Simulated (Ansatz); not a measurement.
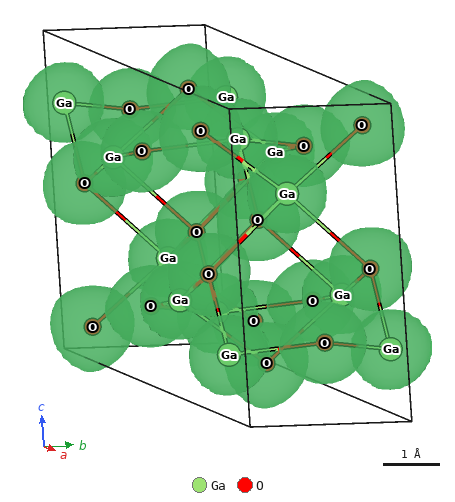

Ga2O3. Isosurface of the valence pseudo-density at 1 e/Å³ (green), seen slightly off an axis. Sticks mark near contacts.

Space group C2/m.

The calculation used DFT LDA, scalar-relativistic, plane waves, PAW in Ansatz 0.2.0.

In a PAW calculation such maps are meaningful between the atoms, not at the nuclei.

> Which contacts does the surface bridge?

At this value the density breaks into separate islands; it holds about 75 % of the electrons treated as valence (semicore included). It bridges none of the near contacts. It is pinched off along the shortest Ga–O (1.82 Å), Ga–O (1.92 Å), Ga–O (1.99 Å) and Ga–O (2.05 Å) contacts. On the grid the lowest density along these lines, outside the cores, is 0.87 e/Å³ (Ga–O, 1.82 Å), 0.69 e/Å³ (Ga–O, 1.92 Å), 0.59 e/Å³ (Ga–O, 1.99 Å) and 0.51 e/Å³ (Ga–O, 2.05 Å).

> Metal or insulator at this level of theory?

It is gapped, with a Kohn–Sham gap of 2.5 eV on the k-point mesh, an upper bound to the gap of this method.
